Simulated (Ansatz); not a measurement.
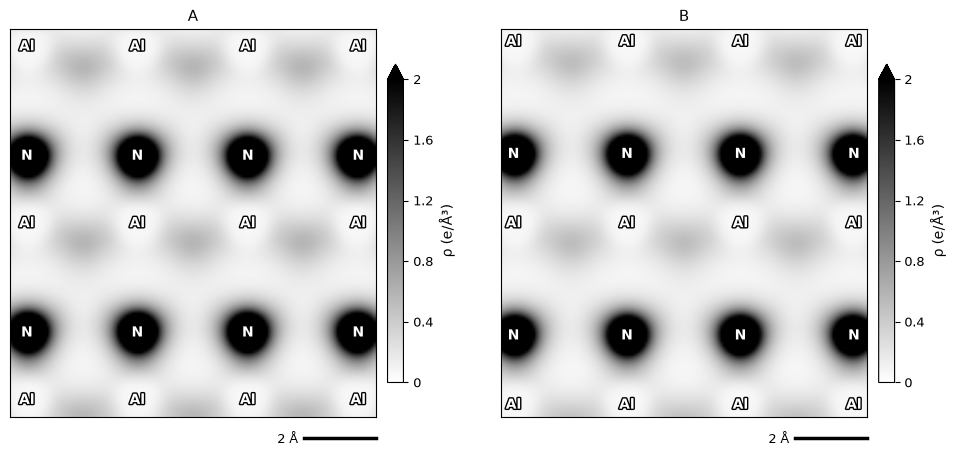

AlN. The valence pseudo-density of two cells that differ in size, on the (010) plane of each (indices in the axes of the calculation cell), at one length scale and on one colour scale; one has 10.0 and the other 10.9 Å³ an atom.

The calculation used Kohn-Sham DFT of a periodic cell, LDA, Ansatz PAW (Ansatz 0.2.0).

In a PAW calculation such maps are meaningful between the atoms, not at the nuclei.

The larger cell:

```
Al N
1.0
     3.15397    0.00000    0.00000
    -1.57698    2.73141    0.00000
     0.00000    0.00000    5.04655
Al N
2 2
Direct
  0.66667 0.33333 0.50000
  0.33333 0.66667 0.00000
  0.66667 0.33333 0.88000
  0.33333 0.66667 0.38000
```

The smaller cell: a = 3.071 Å, b = 3.071 Å, c = 4.914 Å, α = 90.00°, β = 90.00°, γ = 120.00°.

**Which is the denser cell? Describe the effect of the change.**

Panel A is the smaller cell, by 8 % in volume. From the larger cell to the smaller, Al–N goes from 1.92 to 1.87 Å, and the density at its midpoint from 0.65 to 0.71 e/Å³; the pressure goes from −12 to 3.9 GPa; the Kohn–Sham gap goes from 3.9 eV to 4.6 eV.
